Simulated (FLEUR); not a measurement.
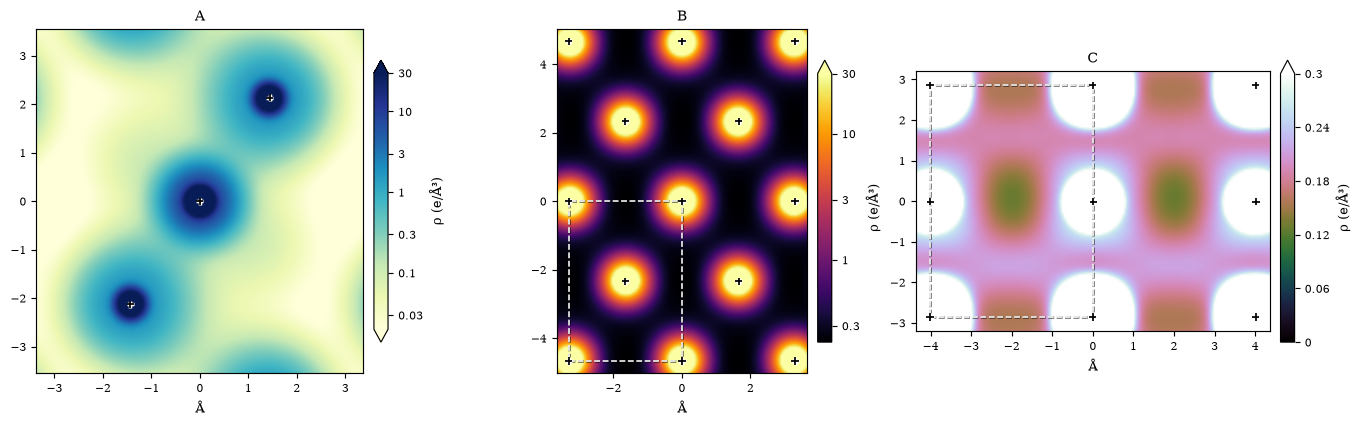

The electron density of 3 systems, each on a plane through atoms (crosses mark nuclei in the plane).

All numbers below come from Kohn-Sham DFT of a periodic cell, PBE, all-electron (FLEUR MaX-R8.1 (later development tree)).

System 1: TiAl, the (101) plane of the standardised cell. Space group P1; changed on purpose from its base cell (atoms moved at random by about 0.05 A).

System 2: ZrS$_{2}$, the (110) plane of the conventional cell. Space group P-3m1; a structure from a database of computed crystals, not necessarily the ambient phase.

```cif
data_structure
_symmetry_space_group_name_H-M 'P 1'
_symmetry_Int_Tables_number 1
_cell_length_a 3.6914
_cell_length_b 3.6914
_cell_length_c 6.0411
_cell_angle_alpha 90.000
_cell_angle_beta 90.000
_cell_angle_gamma 120.000
_cell_volume 71.29
loop_
_atom_site_label
_atom_site_type_symbol
_atom_site_fract_x
_atom_site_fract_y
_atom_site_fract_z
_atom_site_occupancy
Zr1 Zr 0.00000 0.00000 0.00000 1
S1 S 0.33333 0.66667 0.23791 1
S2 S 0.66667 0.33333 0.76209 1
```

System 3: Ta, the (101̄) plane of the conventional cell. Space group Im-3m.

```yaml
crystal:
  lattice:
    - [3.30256, 0.00000, 0.00000]
    - [0.00000, 3.30256, 0.00000]
    - [0.00000, 0.00000, 3.30256]
  atoms:
    - { symbol: Ta, position: [0.00000, 0.00000, 0.00000] }
    - { symbol: Ta, position: [0.50000, 0.50000, 0.50000] }
```

### Which map belongs to which system?

Panel A is system 2, ZrS$_{2}$: the plane holds Zr and S. Zr–S (2.57 Å): ρ at the midpoint is about 0.43 e/Å³. Panel B is system 3, Ta: the plane holds Ta. Ta–Ta (2.86 Å): ρ at the midpoint is about 0.31 e/Å³. Panel C is system 1, TiAl: the plane holds Ti and Al.
